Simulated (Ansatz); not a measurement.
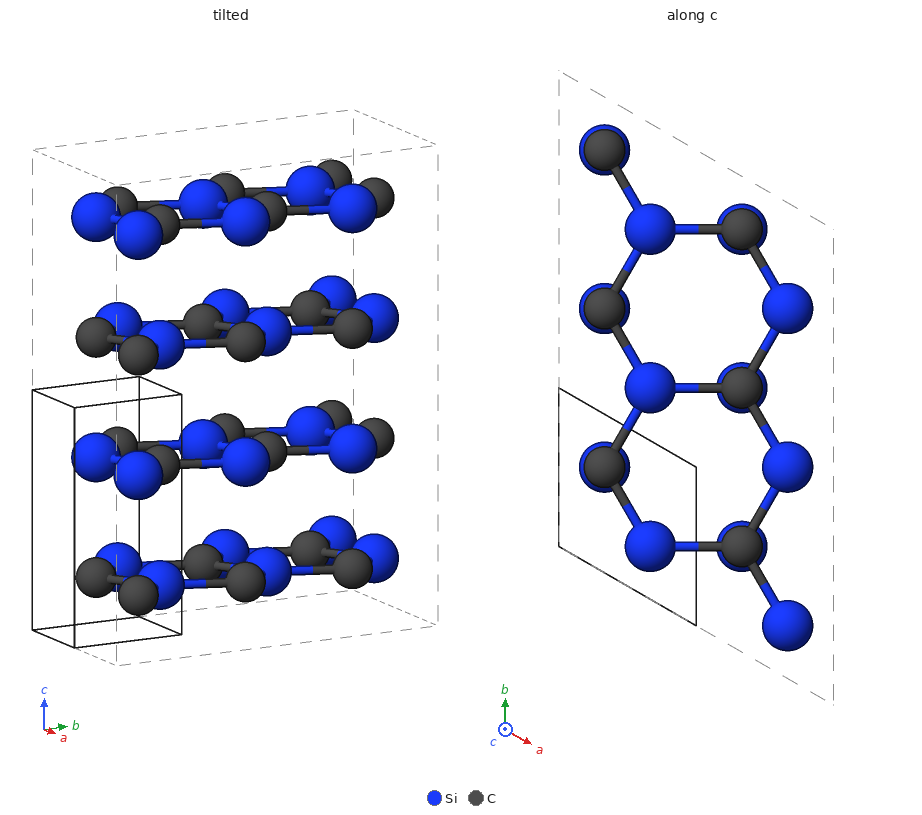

Structure drawing (ball-and-stick), viewed slightly off an axis and along the c axis. The drawing covers 2×3×2 cells, and the solid lines enclose one simulation cell.

The program read this input:
```yaml
crystal:
  lattice:
    - [3.1373359322, 0.0, 0.0]
    - [-1.5686679661, 2.7170126175, 0.0]
    - [0.0, 0.0, 4.9327143521]
  atoms:
    - { symbol: Si, position: [0.3333333333, 0.6666666667, 0.25] }
    - { symbol: Si, position: [0.6666666667, 0.3333333333, 0.75] }
    - { symbol: C, position: [0.6666666667, 0.3333333333, 0.25] }
    - { symbol: C, position: [0.3333333333, 0.6666666667, 0.75] }
kpoints:
  mp_grid: { grid: [12, 12, 6] }
  band_path:
    path:
      - [0.0, 0.0, 0.0]
      - [0.5, 0.0, 0.0]
      - [0.3333333333, 0.3333333333, 0.0]
      - [0.0, 0.0, 0.5]
      - [0.5, 0.0, 0.5]
      - [0.3333333333, 0.3333333333, 0.5]
    npoints: 1
hamiltonian:
  xc: r2scan
scf:
  occupations: { method: fermi_dirac, width: 0.02 }
  n_extra_bands: 5
output:
  forces: true
  stress: true
  eigenvalues: true
```
Run as:
```sh
ansatz run input.yaml --threads 2 --pin off --max-ram 2211MiB --backend cpu --events-out ev --progress --plain --runs-dir out
```

Results below were computed with Ansatz, DFT, r2SCAN, plane waves, PAW; the settings were plane-wave cutoff 500 eV, a 12×12×6 k-point grid, Fermi-Dirac smearing of 0.02 eV, no spin polarisation.

Question: What is the electronic character?

Answer: A semiconductor at this level, with a gap of 0.11 eV, indirect; the smallest direct gap is 1.87 eV.

Question: How far is the cell from zero pressure?

Answer: The computed pressure is 0.0 GPa, close to zero.

The structure comes from a structure type filled with these elements by a generator (whether the compound takes this form wasn't checked). Earlier steps of the study may have refined or changed the cell and positions. A calculation with Ansatz used it as input.
